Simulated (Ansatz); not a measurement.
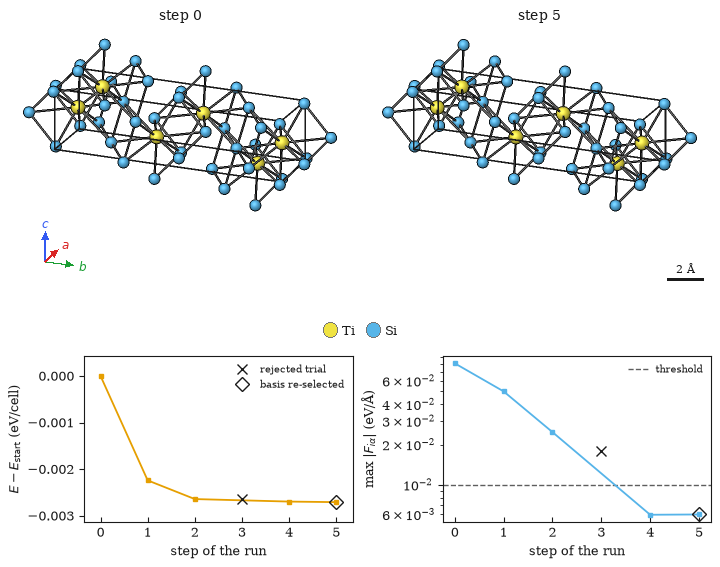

First and last geometry of a relaxation of crystalline TiSi2 (set up in Cmcm), with the history of the run. A ball-and-stick model of the conventional cell (2 times the calculation's cell), seen from a free direction. Lengths and directions refer to the drawn axes.

Case: volume × 1.03, shape and atoms relaxed.

Level of theory: DFT PBE, scalar-relativistic, plane waves, PAW (Ansatz 0.2.0). Set-up: plane-wave cutoff 420 eV; k-point mesh 10 × 10 × 10; occupations gaussian; smearing width 0.1 eV; no spin polarisation; cell relaxed at fixed volume; force threshold 0.01 eV/Å; at most 30 steps.

Q: Did the run converge, and what did it change?

A: It converged. The energy falls by 2.7 meV per cell of the calculation in 3 accepted moves (5 points after the start). The largest force component goes from 0.081 to 0.006 eV/Å. The pressure goes from −3.82 to −3.50 GPa. The line search rejected the trial step at point 3 of the run. The SCF was repeated once at an unchanged geometry on a basis and grid sized afresh for the cell, which shifted the energy by less than 0.05 meV per cell of the calculation at most. The largest moves relative to the cell, 0.010 Å, are those of Ti and Si atoms. Largest moves by element: Si 0.010 Å, Ti 0.009 Å. The drawn cell changes at constant volume: a 3.583 → 3.576 Å (−0.2 %), b 13.695 → 13.762 Å (+0.5 %), c 3.615 → 3.604 Å (−0.3 %). Near-neighbour distances that change, for instance: Si–Si 2.427 → 2.416 Å, Si–Si 2.545 → 2.538 Å, Si–Ti 2.855 → 2.861 Å. The space group stays Cmcm (No. 63). The run took 2.5 min on 1 thread of Arm Neoverse V1 (shared host), peak memory 0.63 GiB.

```
step  E − E(0), meV/atom  largest force component, eV/Å  pressure, GPa                      note
   0                0.00                         0.0810          -3.82                          
   1               -0.37                         0.0500          -3.47                          
   2               -0.44                         0.0248          -3.52                          
   3               -0.44                         0.0178          -3.50                  rejected
   4               -0.45                         0.0060          -3.50                          
   5               -0.45                         0.0060          -3.50  same geometry, new basis
```
